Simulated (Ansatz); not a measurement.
## Hg in space group C2/m: the states at the Fermi level

Input file:

```yaml
crystal:
  lattice:
    - [2.12431849, -2.6725825, 0.0]
    - [2.12431849, 2.6725825, 0.0]
    - [-2.11512881, 0.0, 2.892199]
  atoms:
    - { symbol: Hg, position: [0.0, 0.0, 0.0] }
basis:
  ecutwfc: 420
kpoints:
  mp_grid: { grid: [14, 14, 14] }
hamiltonian:
  xc: pbe
  pseudopotentials: { kind: paw }
scf:
  occupations: { method: gaussian, width: 0.05 }
output:
  forces: true
  eigenvalues: true
  eigenstates:
    nscf_kmesh: { grid: [14, 14, 14] }
    top_band: c6
    de_dk: true
    localisation: false
  stress: true
checkpoint:
  write: ck
  compress: false
  write_wavefunctions: false
  write_every: 100000
```

Run with:

```sh
ansatz run input.yaml --threads 1 --pin off --max-ram 3072MiB --backend cpu --events-out ev --progress --plain --runs-dir out
```

Method: DFT PBE, scalar-relativistic, plane waves, PAW; levels and slopes on a k mesh at the converged density (Ansatz 0.2.0). No spin polarisation. The levels come from a k mesh of 14×14×14 points. Cell and positions as given, without relaxation. The cell comes from a database of computed structures, not from a measurement.

Part 1: The sheets

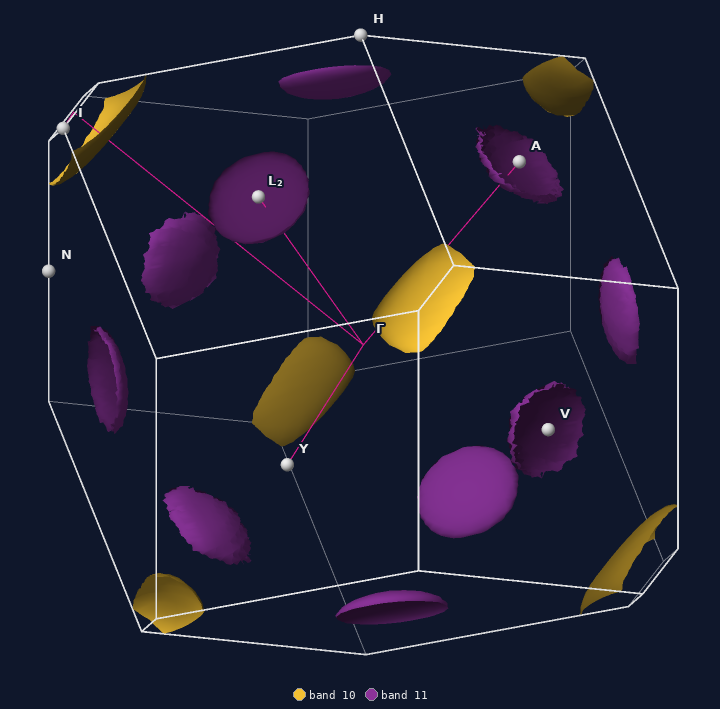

Computed Fermi surface of this crystal. Each colour is one band. The brighter face of a sheet looks towards empty states.

**Describe the Fermi surface sheet by sheet.**

Two bands cross the Fermi level; this is a semimetal: only small electron and hole pockets.

Band 10: one hole pocket centred at M₂ (1.0 % of the zone).
Band 11: one electron pocket centred at A, no more than about three mesh steps wide (0.22 % of the zone), two electron pockets centred at L₂, no more than about three mesh steps wide (each 0.20 % of the zone) and two electron pockets centred at V, no more than about three mesh steps wide (each 0.19 % of the zone).
A pocket cut by a face of the zone is counted once with the part on the opposite face.

Part 2: Quantum oscillations

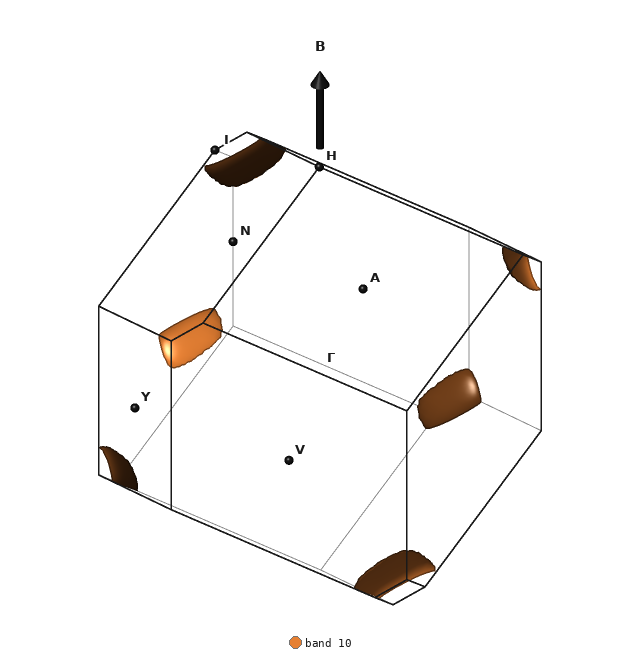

A band of this crystal with a closed pocket at the Fermi level (other bands may have more); the arrow B points along [001]. One band is drawn. The brighter face of a sheet looks towards empty states. Conventional cell: a = 4.25 Å, b = 5.35 Å, c = 3.58 Å, α = 90.00°, β = 126.18°, γ = 90.00°.

**Estimate the largest cross-section normal to [001], and the quantum-oscillation frequency for a field along [001], of the pocket of band 10 at M₂.**

The hole pocket of band 10 at M₂: about 0.19 Å⁻², so F = ħA/2πe ≈ 2.0 kT; it holds 0.020 holes per cell.

Part 3: Speeds

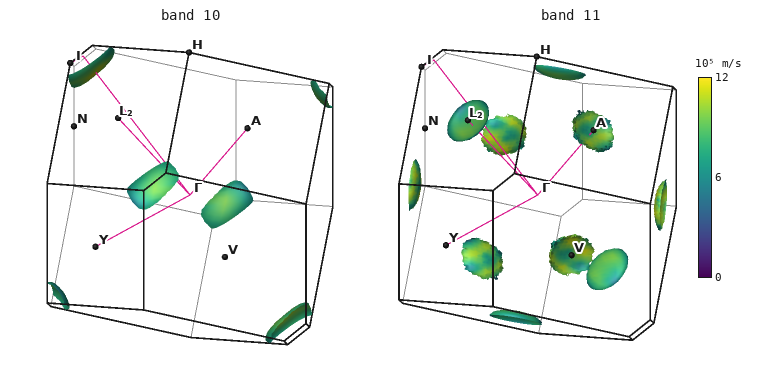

Fermi surface of this crystal, coloured by the Fermi speed.

**Give the range and mean of the Fermi speed for each band.**

Band 10: 6.4 to 11 × 10⁵ m/s over most of the sheet, 8.3 × 10⁵ m/s on average over states. Band 11: 6.1 to 11 × 10⁵ m/s over most of the sheet, 8.8 × 10⁵ m/s on average over states.

**Which of these bands adds most to the density of states at the Fermi level?**

Band 11, with 0.12 of 0.17 states/eV per cell.

Part 4: Cuts and bands

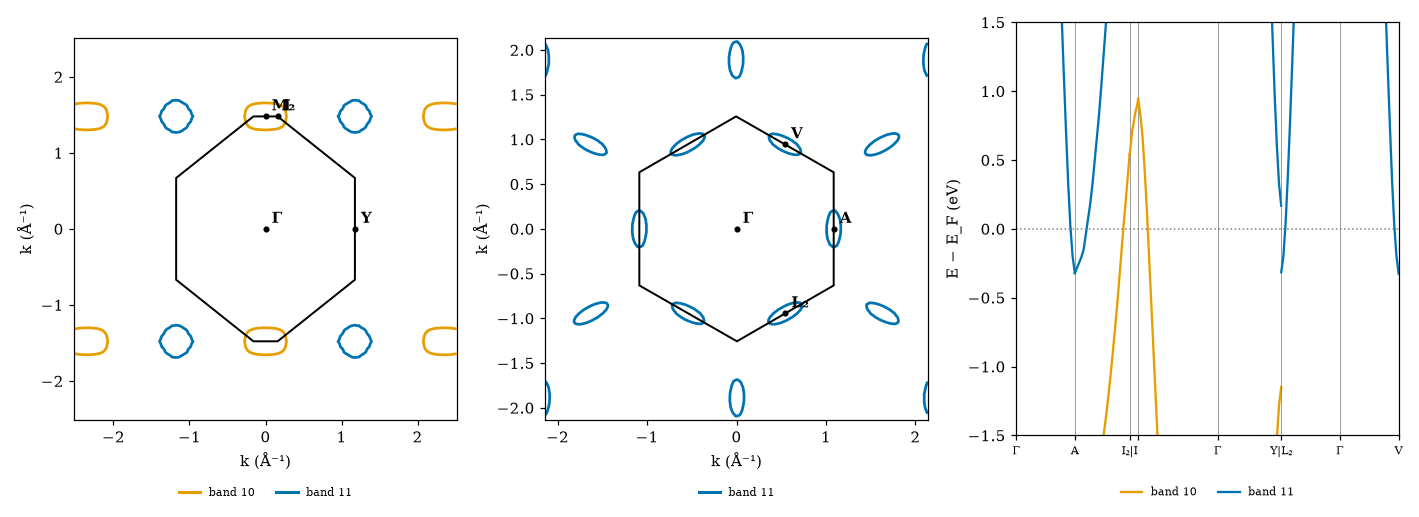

This crystal: cuts through the Fermi surface in the plane through Γ, Y and I and the plane through Γ, A and V, and the bands that cross the Fermi level.

**For each band, read its level at the labelled points (eV from the Fermi level).**

```csv
band,Γ,Y,A,V
band 10,below,−1.15,below,below
band 11,above,+0.17,−0.32,−0.33
```

Negative values are filled states; "above" and "below" lie outside the plotted window.

Semilocal functionals overstate band overlaps, so a small overlap like this can be a small gap in truth. Spin-orbit coupling is left out; with Hg it can split, shift or remove sheets. The mesh is coarse (steps of 0.16 Å⁻¹). Necks and pockets thinner than about two mesh steps aren't resolved, so separate pockets may in truth be joined.

Cost: 31 s on 1 thread of Arm Neoverse V2 (shared host), peak memory 0.52 GiB.
